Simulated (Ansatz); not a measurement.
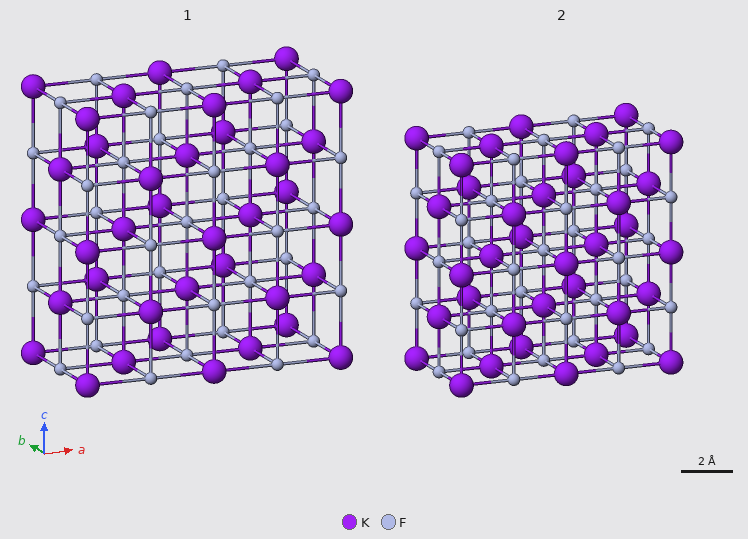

Two geometries of crystalline KF (a generated structure, set up in Fm-3m), drawn at one scale. One is the start of a relaxation, the other its converged end. A ball-and-stick model of the conventional cell (4 times the calculation's cell), repeated 2 × 1 × 2 with one cell outlined, seen slightly off an axis. Lengths and directions refer to the drawn axes.

Computed with DFT, PBE, PAW with Ansatz's default frozen-core files, scalar-relativistic (Ansatz 0.2.0). Set-up: plane-wave cutoff 420 eV; k-point mesh 16 × 16 × 16; occupations fermi dirac; smearing width 0.08 eV; no spin polarisation; cell and atoms relaxed; force threshold 0.005 eV/Å; at most 80 steps.

Which geometry has the lower energy?

Structure 1 is the relaxed one. Case: cell and atoms relaxed from a first guess. The atoms keep their places relative to the cell (all moves are under 0.005 Å). Cell: a = b = c 4.483 → 5.420 Å (+20.9 %). Volume +76.7 %. Some distances before and after: K–K 3.170 → 3.832 Å, F–K 2.242 → 2.710 Å. The space group stays Fm-3m (No. 225). The energy falls by 1027 meV per atom in 9 accepted moves (12 points after the start). All forces vanish by symmetry, so only the cell relaxes. The pressure goes from 66.32 to 0.02 GPa. The SCF was repeated 3 times at an unchanged geometry on a basis and grid sized afresh for the cell, which shifted the energy by 125 meV per atom at most.
